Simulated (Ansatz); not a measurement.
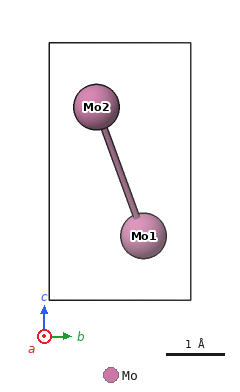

Crystalline Mo (a generated structure, set up in P6_3/mmc) (coarse preliminary run), before the relaxation. Style: ball-and-stick. Shown: the cell of the calculation, along the a axis.

Case: Ru → Mo on all its sites, cell and atoms relaxed.

Theory: DFT PBE, scalar-relativistic, plane waves, PAW in Ansatz.

The input:
```yaml
crystal:
  lattice:
    - [2.8213302158, 0.0, 0.0]
    - [-1.4106651079, 2.4433436393, 0.0]
    - [0.0, 0.0, 4.4568469547]
  atoms:
    - { symbol: Mo, position: [0.3333333333, 0.6666666667, 0.25] }
    - { symbol: Mo, position: [0.6666666667, 0.3333333333, 0.75] }
basis:
  ecutwfc: 420
kpoints:
  mp_grid: { grid: [12, 12, 4] }
hamiltonian:
  xc: pbe
scf:
  occupations: { method: gaussian, width: 0.1 }
output:
  forces: true
  stress: true
  eigenvalues: true
relax:
  adjacent_minimum: "off"
  f_tol: 0.05
  max_steps: 60
  cell: { stress_tol: 0.5 }
```

Run as
```bash
ansatz run input.yaml --threads 1 --pin off --max-ram 2560MiB --backend cpu --events-out ev --progress --plain --runs-dir out
```

Q: Predict the outcome.

A: Over 7 accepted moves (9 points after the start) the energy falls by 0.135 eV per cell of the calculation. All forces vanish by symmetry, so only the cell relaxes. The pressure goes from 10.15 to 0.03 GPa. The line search rejected the trial step at point 1 of the run. At 1 point the geometry stayed and the basis and grid were re-selected for the new cell (energy shift of 0.9 meV per cell of the calculation at most each time). No atom moves by more than 0.005 Å relative to the cell. Cell: a = b 2.821 → 2.748 Å (−2.6 %), c 4.457 → 4.926 Å (+10.5 %). Volume +4.9 %. Near-neighbour distances that change, for instance: Mo1–Mo2 2.760 → 2.930 Å, Mo1–Mo1 2.821 → 2.748 Å. The space group stays P6_3/mmc (No. 194).

Step by step:

```
step  E − E(0), meV/atom  pressure, GPa  volume, Å³/atom                      note
   0                0.00          10.15           15.362                          
   1               36.85         -14.46           17.147                  rejected
   2              -19.61          -1.13           16.055                          
   3              -20.42          -0.23           15.994                          
   4              -24.60           1.74           15.881                          
   5              -47.63           5.73           15.691                          
   6              -53.69           8.10           15.627                          
   7              -66.76           0.02           16.101                          
   8              -66.89          -0.02           16.110                          
   9              -67.35           0.03           16.110  same geometry, new basis
```

After the run, drawn alike:

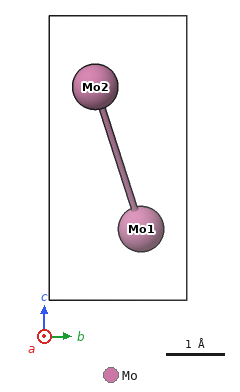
